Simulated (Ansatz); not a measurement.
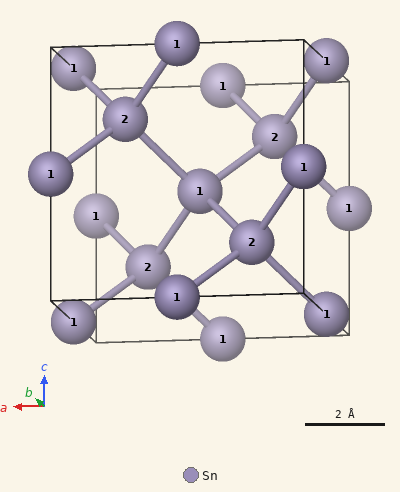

*The structure (ball-and-stick view of the cell 4 times as large as that of the calculation, set on its symmetry axes, seen at an oblique angle; atoms are numbered from 1 in the order of the input). An atom can appear more than once, as a periodic image.*

Near neighbours in the periodic cell (some may lie outside the picture): Sn has 4 Sn at 2.85 Å.

## Single-point calculation of Sn

Sn (2 atoms in the cell), computed with DFT PBEsol, scalar-relativistic, plane waves, PAW, no spin polarisation (Ansatz 0.2.0).

The structure derives from an entry of the Crystallography Open Database. It belongs to a series of runs on one base structure; here: strain +0.015 along x and y, +0.015 along z, atoms carried along. Figures and captions count atoms from 1; the log counts them from 0 in places.

The program's output
```
Engine: ansatz 0.2.0, x86_64-unknown-linux-gnu
Pseudopotentials: kind: paw
Pseudopotential: Sn, paw, valence charge 14, recommended cutoff 420 eV (normal), Sn.paw.azcp
Functional definition: PBEsol
  exchange = pbesol_x
  correlation = pbesol_c
Crystal: 2 atoms, lattice volume = 71.501 Å³
Basis set: ecut = 420 eV, 1411 PW (Γ), exchange–correlation on 64×64×64 points (8 copies of the dense FFT grid, shifted against one another)
Bands: 18, of which v1, the nominal top of the filled ones, is band 14 counted from 1 (13 counted from 0)
Symmetry: 48 space group operations
Space group: Fd-3m (ITA 227), of the structure as read, at distance tolerance 4.2e-5 Å
k-points: 72 of 1728
Non-local potential: Sn, projectors of the file, l = 0: 2, l = 1: 2, l = 2: 2, l = 3: 2
PAW form: soft (Blöchl's): semilocal exchange-correlation on the pseudo side does not see the compensation charge
PAW frozen core: Sn, regenerated for the run's functional, and the local potential with it (the file was generated under x = pbe(κ = 0.804, μ = 0.2195149727645171), c = pbe(β = 0.06672455060314922))
PAW one-centre angular grid: Sn, 590 points (default); XC on 64 Gauss nodes
Initial density: superposition of atomic densities (neutral atoms: chi_scale 0, normalization atom), corrected by the library's trained network
Initial wavefunctions: pseudopotential atomic-orbital guess
Functional: x = pbesol(κ = 0.804, μ = 0.12345679012345678), c = pbesol(β = 0.046)
SCF iter   1: F=—  HF=-11899.506937 eV  |F-HF|=—  |Δ(HF+E_count)|=         —  Δρ=2.47e-3  dr2=5.18e-3  ethr=1.77e-3  ⟨swp⟩=5.5  Hψ=6507  notcnv=0
preconditioner: auto → Kerker (q_TF=auto, 2.334 Å⁻¹)  [metal: Δε(μ)=0.072 eV  Ē_g=19.842 eV  σ=0.150 eV  W_gap=0.27  n_scr=14 (ndim 8)  ℏωp=23.2 eV  f_vac=0.109  D(μ)=0.20/eV (n_scr^D=0)]
SCF iter   2: F=—  HF=-11899.504046 eV  |F-HF|=—  |Δ(HF+E_count)|=   2.89e-3  Δρ=1.52e-3  dr2=2.61e-3  ethr=1.85e-5  ⟨swp⟩=1.1  Hψ=1890  notcnv=0
SCF iter   3: F=—  HF=-11899.503836 eV  |F-HF|=—  |Δ(HF+E_count)|=   2.10e-4  Δρ=6.18e-4  dr2=3.66e-4  ethr=9.34e-6  ⟨swp⟩=2.0  Hψ=2305  notcnv=0
SCF iter   4: F=—  HF=-11899.504015 eV  |F-HF|=—  |Δ(HF+E_count)|=   1.80e-4  Δρ=6.31e-4  dr2=3.18e-4  ethr=1.31e-6  ⟨swp⟩=2.0  Hψ=2305  notcnv=0
SCF iter   5: F=—  HF=-11899.503933 eV  |F-HF|=—  |Δ(HF+E_count)|=   8.25e-5  Δρ=6.72e-5  dr2=6.36e-6  ethr=1.14e-6  ⟨swp⟩=2.0  Hψ=2305  notcnv=0
SCF iter   6: F=—  HF=-11899.503945 eV  |F-HF|=—  |Δ(HF+E_count)|=   1.26e-5  Δρ=2.24e-5  dr2=3.77e-7  ethr=2.27e-8  ⟨swp⟩=2.0  Hψ=1589  notcnv=0
SCF iter   7: F=-11899.503946 eV  HF=-11899.503946 eV  |F-HF|=2.42e-8  |Δ(HF+E_count)|=   7.43e-7  Δρ=2.82e-6  dr2=6.09e-9  ethr=3.57e-10  ⟨swp⟩=11.7  Hψ=10198  notcnv=0
SCF 1 converged in 7 iterations: F = -11899.503946 eV  dr2 = 6.09e-9
  greatest PAW one-centre occupation: 0.991 electrons in one spin orbital (limit 2), on the Sn atom at site 1 (counted from 0), in its partial waves of l = 2
```

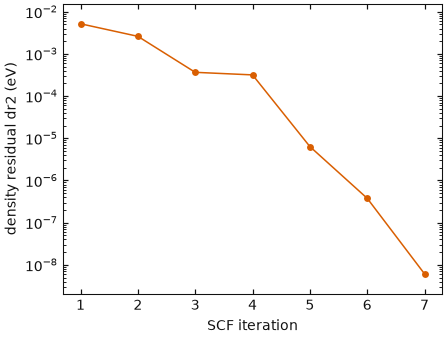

*Convergence of the self-consistent field: density residual dr2 against the SCF iteration.*

The residual falls at every step.

```
SCF converged after 7 iterations
Free energy (F): -11899.503946 eV
Harris-Foulkes:  -11899.503946 eV  (|F-HF|=2.42e-8)
Internal energy: -11899.501672 eV  (E = F + TS)
E sigma→0 (E₀):  -11899.502809 eV
Entropy (-TS):   -0.002274 eV (-1.137 meV/atom)
Fermi energy:    7.093666 eV
--- Per-component energies (eV) ---
  E_band       = -264.654573
  E_kinetic    = 374.390605
  E_local      = -2360.540261  (includes V_loc(G=0)·N_el)
  E_nonlocal   = -60.531625
  E_hartree    = 1343.943713
  E_xc         = -757.105985
  E_vxc        = -192.281467  (∫ρ·V_xc dr)
  E_paw        = -8132.696860  (= ΣΔE_a)
  E_vpaw       = -713.581043  (= ΣTr[D̂ρ^β])
  E_aug_tail   = -0.000001  (compensation charges beyond the density's cutoff)
  E_ewald      = -2307.530937
  E_core_change = 0.569680  (= ΣΔE_core)
  E_smearing   = -0.002274  (= −TS)
  E_closure    = 0.000000  (closes the sum)
  Σ components = -11899.503946   (vs F -11899.503946, Δ=0.00e0)
--- Forces (eV/Å), atoms counted from 1 ---
  atom   1  Sn     0.00000000     0.00000000    -0.00000000
  atom   2  Sn     0.00000000     0.00000000     0.00000000
  max |Σ_I F_I| component: 6.48e-17 eV/Å
--- Stress (GPa, compression-positive) ---
       -0.863202       0.000000      -0.000000
        0.000000      -0.863202      -0.000000
        0.000000       0.000000      -0.863202
  P = ⅓ Tr σ = -0.8632 GPa (-8.632 kbar)
--- Band table (eV; the first three rows and the last of 72) ---
  k-point 0: bands = ["-14.4284", "-14.4284", "-14.4284", "-14.3736", "-14.3736", "-14.0981", "-14.0981", "-14.0981", "-14.0934", "-14.0934", "-3.2210", "6.1103", "7.1990", "7.1990", "7.1990", "9.2550", "9.2550", "9.2550"]
  k-point 1: bands = ["-14.4333", "-14.4333", "-14.4269", "-14.3670", "-14.3670", "-14.1116", "-14.1116", "-14.1001", "-14.0810", "-14.0810", "-3.1566", "5.3903", "7.0673", "7.0673", "7.5021", "9.4258", "9.4258", "9.5057"]
  k-point 2: bands = ["-14.4426", "-14.4426", "-14.4225", "-14.3530", "-14.3530", "-14.1266", "-14.1266", "-14.1054", "-14.0689", "-14.0689", "-2.9664", "4.2362", "6.7835", "6.7835", "7.5236", "9.7913", "9.7913", "10.3038"]
  k-point 71: bands = ["-14.4896", "-14.4896", "-14.3014", "-14.3014", "-14.2394", "-14.2394", "-14.2007", "-14.2007", "-14.0163", "-14.0163", "-0.2197", "-0.2197", "4.2370", "4.2370", "10.3738", "10.3738", "11.0738", "11.0738"]
```

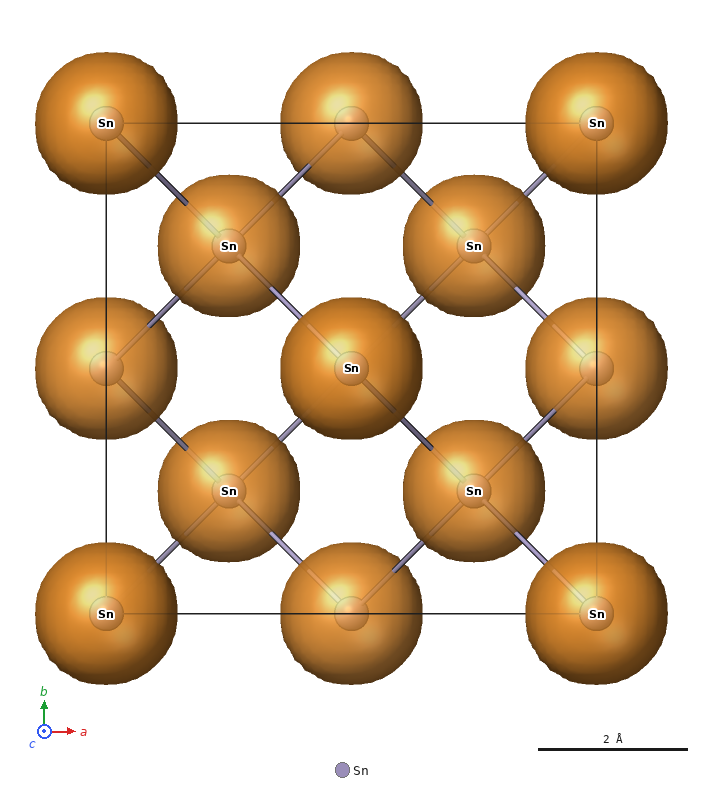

*Isosurface of the valence pseudo-density at 0.6 e/Å³ (orange), seen along the c axis. Sticks mark near contacts. The outline is the cell set on symmetry axes.*

At this value the density breaks into separate islands; it holds about 70 % of the electrons treated as valence (semicore included). It is pinched off along the Sn–Sn (2.85 Å) contacts. On the grid the lowest density along these lines, outside the cores, is 0.34 e/Å³ (Sn–Sn, 2.85 Å). Core electrons are frozen (PAW), so the fields are smoothed inside the atomic spheres.

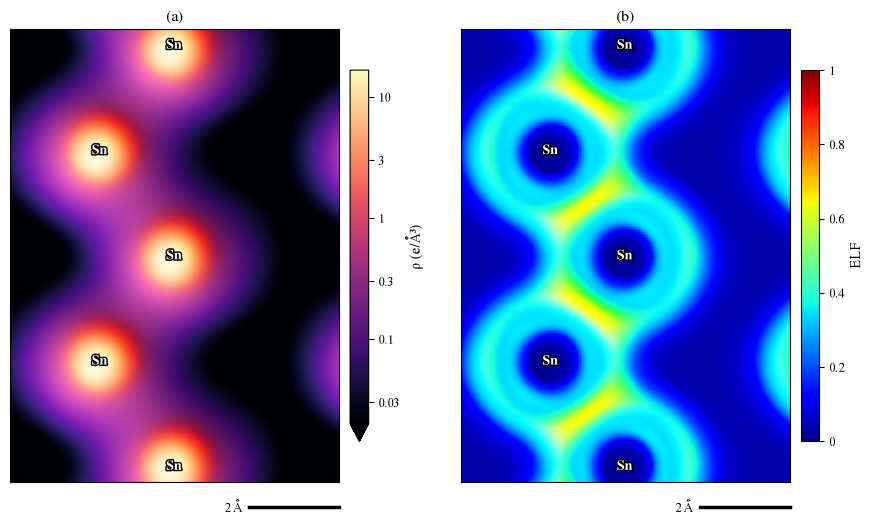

*(a) valence charge density (pseudo); (b) ELF on the (101) plane of the conventional cell.*

The section cuts through Sn sites. Sn–Sn (2.85 Å): ρ is about 0.34 e/Å³ halfway; the ELF peaks at about 0.65 between the atoms. Away from the nuclei the density in this plane falls to 0.01 e/Å³ at its lowest.

This output came from the following input.

Input
```yaml
crystal:
  lattice:
    - [0.0, 3.294284, 3.294284]
    - [3.294284, 0.0, 3.294284]
    - [3.294284, 3.294284, 0.0]
  atoms:
    - { symbol: Sn, position: [0.5, 0.5, 0.5] }
    - { symbol: Sn, position: [0.75, 0.75, 0.75] }
basis:
  ecutwfc: 420
kpoints:
  mp_grid: { grid: [12, 12, 12] }
hamiltonian:
  xc: pbesol
scf:
  occupations: { method: gaussian, width: 0.15 }
output:
  forces: true
  stress: true
  eigenvalues: true
  write_density: true
  write_potential: true
  elf: true
  volumetric_format: npy
```

Launched with:
```bash
ansatz run input.yaml --threads 1 --pin off --max-ram 2560MiB --backend cpu --events-out ev --progress --plain --runs-dir out
```

Key numbers

- outcome: converged
- space group (tolerance 0.01 Å): Fd-3m (227)
- electrons treated: 28
- free energy: −11899.5039 eV
- Fermi energy: 7.094 eV
- gap on the k-point mesh: none (metallic)
- pressure: −0.86 GPa
- largest force (length of the vector): under 0.001 eV/Å
- hardware: 1 thread of Intel Xeon (Sapphire Rapids), 32 GiB of memory available, shared host
- wall time: 4.4 s
- peak memory: 0.42 GiB
